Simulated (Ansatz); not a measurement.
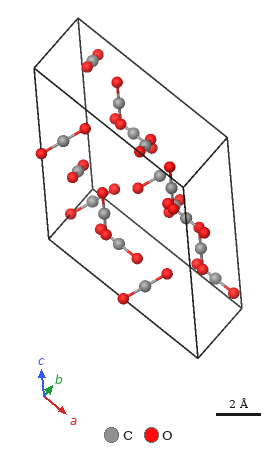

A defect cell of composition C₁₆O₃₁ (cell charge +2), before the relaxation. A ball-and-stick model of the cell of the calculation (origin shifted), seen slightly off an axis.

The calculation used Ansatz, DFT, PBE, plane-wave PAW, default files, scalar-relativistic.

Input file:
```yaml
crystal:
  lattice:
    - [-5.49707328, 5.49707328, 5.49707328]
    - [5.49707328, -5.49707328, 5.49707328]
    - [5.49707328, 5.49707328, -5.49707328]
  atoms:
    - { symbol: C, position: [0.0, 0.0, 0.0] }
    - { symbol: C, position: [0.5, 0.5, 0.0] }
    - { symbol: C, position: [0.5, 0.0, 0.5] }
    - { symbol: C, position: [0.0, 0.5, 0.5] }
    - { symbol: C, position: [0.25, 0.5, 0.25] }
    - { symbol: C, position: [0.75, 0.0, 0.25] }
    - { symbol: C, position: [0.75, 0.5, 0.75] }
    - { symbol: C, position: [0.25, 0.0, 0.75] }
    - { symbol: C, position: [0.25, 0.25, 0.5] }
    - { symbol: C, position: [0.75, 0.75, 0.5] }
    - { symbol: C, position: [0.75, 0.25, 0.0] }
    - { symbol: C, position: [0.25, 0.75, 0.0] }
    - { symbol: C, position: [0.5, 0.25, 0.25] }
    - { symbol: C, position: [0.0, 0.75, 0.25] }
    - { symbol: C, position: [0.0, 0.25, 0.75] }
    - { symbol: C, position: [0.5, 0.75, 0.75] }
    - { symbol: O, position: [0.62253698, 0.62253698, 0.12253698] }
    - { symbol: O, position: [0.62253698, 0.12253698, 0.62253698] }
    - { symbol: O, position: [0.12253698, 0.62253698, 0.62253698] }
    - { symbol: O, position: [0.75, 0.5, 0.62746302] }
    - { symbol: O, position: [0.25, 0.0, 0.62746302] }
    - { symbol: O, position: [0.25, 0.5, 0.12746302] }
    - { symbol: O, position: [0.75, 0.0, 0.12746302] }
    - { symbol: O, position: [0.62746302, 0.75, 0.5] }
    - { symbol: O, position: [0.12746302, 0.25, 0.5] }
    - { symbol: O, position: [0.12746302, 0.75, 0.0] }
    - { symbol: O, position: [0.62746302, 0.25, 0.0] }
    - { symbol: O, position: [0.5, 0.62746302, 0.75] }
    - { symbol: O, position: [0.0, 0.12746302, 0.75] }
    - { symbol: O, position: [0.0, 0.62746302, 0.25] }
    - { symbol: O, position: [0.5, 0.12746302, 0.25] }
    - { symbol: O, position: [0.87746302, 0.87746302, 0.87746302] }
    - { symbol: O, position: [0.37746302, 0.37746302, 0.87746302] }
    - { symbol: O, position: [0.37746302, 0.87746302, 0.37746302] }
    - { symbol: O, position: [0.87746302, 0.37746302, 0.37746302] }
    - { symbol: O, position: [0.25, 0.5, 0.37253698] }
    - { symbol: O, position: [0.75, 0.0, 0.37253698] }
    - { symbol: O, position: [0.75, 0.5, 0.87253698] }
    - { symbol: O, position: [0.25, 0.0, 0.87253698] }
    - { symbol: O, position: [0.37253698, 0.25, 0.5] }
    - { symbol: O, position: [0.87253698, 0.75, 0.5] }
    - { symbol: O, position: [0.87253698, 0.25, 0.0] }
    - { symbol: O, position: [0.37253698, 0.75, 0.0] }
    - { symbol: O, position: [0.5, 0.37253698, 0.25] }
    - { symbol: O, position: [0.0, 0.87253698, 0.25] }
    - { symbol: O, position: [0.0, 0.37253698, 0.75] }
    - { symbol: O, position: [0.5, 0.87253698, 0.75] }
total_charge: 2
kpoints:
  mp_grid: { grid: [3, 3, 3] }
scf:
  occupations: { method: fermi_dirac, width: 0.01 }
hamiltonian:
  xc: pbe
  pseudopotentials: { kind: paw }
output:
  forces: true
  stress: true
  populations: true
  efg: { quadrupole_moments_barn: { O: -0.02558 }, contact_densities: true }
relax:
  f_tol: 0.03
  max_steps: 40
```

Run as
```bash
ansatz run input.yaml --threads 1 --pin off --max-ram 3072MiB --backend cpu --events-out ev --progress --plain --runs-dir out
```

Predict the outcome.

Answer. The atom that moves furthest is O32 (0.28 Å along [1 1 1]). Largest moves by element: O 0.28 Å, C 0.24 Å. The cell doesn't change. Near-neighbour distances that change, for instance: C1–O32 1.167 → 1.133 Å. Over 4 geometry steps the energy falls by 0.103 eV per cell of the calculation. Largest force component: 2 eV/Å at the start, 0.015 eV/Å at the end. Cost: 5.2 min on 1 thread of Intel(R) Xeon(R) 6975P-C (Granite Rapids), on a shared host, peak memory 1.3 GiB.

The end point in the same view:

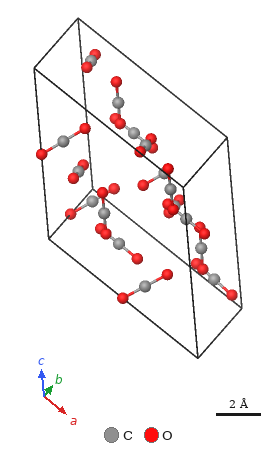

Limits of the set-up: the cell is charged, on a uniform background, and energies carry no finite-size correction.
